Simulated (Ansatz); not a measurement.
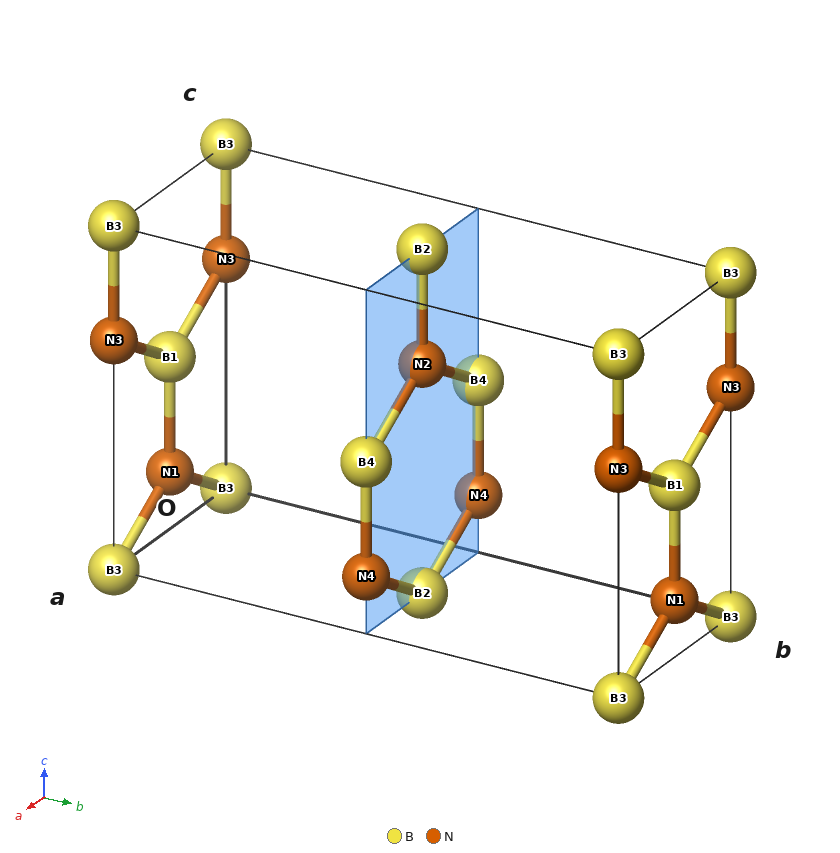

For BN, the input geometry of an electronic-structure calculation (not necessarily at equilibrium): the shaded plane is a symmetry element of the crystal. The drawing is computed from the coordinates (standard cell, symmetry found to 0.002 Å).

a = 2.508 Å, b = 6.679 Å, c = 4.338 Å, α = 90.00°, β = 90.00°, γ = 90.00°.

```json
{"atom": "B1", "x": "0.5000", "y": "0.0000", "z": "0.5001"}
{"atom": "N1", "x": "0.5000", "y": "0.0000", "z": "0.1666"}
{"atom": "B2", "x": "0.5000", "y": "0.5000", "z": "0.0001"}
{"atom": "N2", "x": "0.5000", "y": "0.5000", "z": "0.6666"}
{"atom": "B3", "x": "0.0000", "y": "0.0000", "z": "0.0001"}
{"atom": "N3", "x": "0.0000", "y": "0.0000", "z": "0.6666"}
{"atom": "B4", "x": "0.0000", "y": "0.5000", "z": "0.5001"}
{"atom": "N4", "x": "0.0000", "y": "0.5000", "z": "0.1666"}
```

> Is it a mirror or a glide plane, and what is the operation?

It is a mirror plane, parallel to (0 1 0), through (1/2, 1/2, 1/2): x, y, z → x, −y+1, z.

> Onto which atom does it carry each atom (up to whole multiples of a, b and c)?

B1 → B1, N1 → N1, B2 → B2, N2 → N2, B3 → B3, N3 → N3, B4 → B4, N4 → N4.
